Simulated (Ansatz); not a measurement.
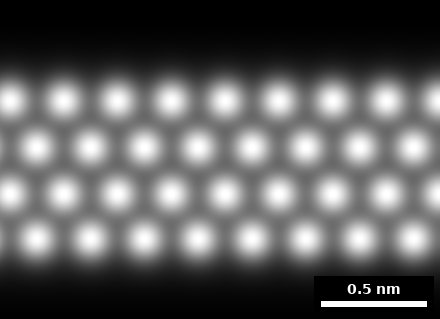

Cross-section of a (110) slab of W (Im-3m), seen along a direction in its plane, the normal pointing up. Simulated as the projected potential of neutral atoms (B = 0.3 Å²) blurred by a 1.20 Å probe, the thin-sample limit of integrated differential phase contrast. The display is stretched by a gamma of 0.65; percentages refer to the linear signal. Atomic positions: coordinates from a relaxation in a fixed cell under constraints with DFT PBEsol, scalar-relativistic, plane waves, PAW in Ansatz.

**How many atomic planes does the slab have, and what do they hold from top to bottom?**

4 planes (atoms within 0.35 Å in height count as one plane):

```csv
plane,content,depth below the top plane (Å)
1,W,0.0
2,W,2.2
3,W,4.5
4,W,6.6
```

**How thick is it, and how does it end on either side?**

The outermost planes are 6.6 Å apart. The upper face ends in W and the lower in W, so the sequence of planes is the same from both sides.
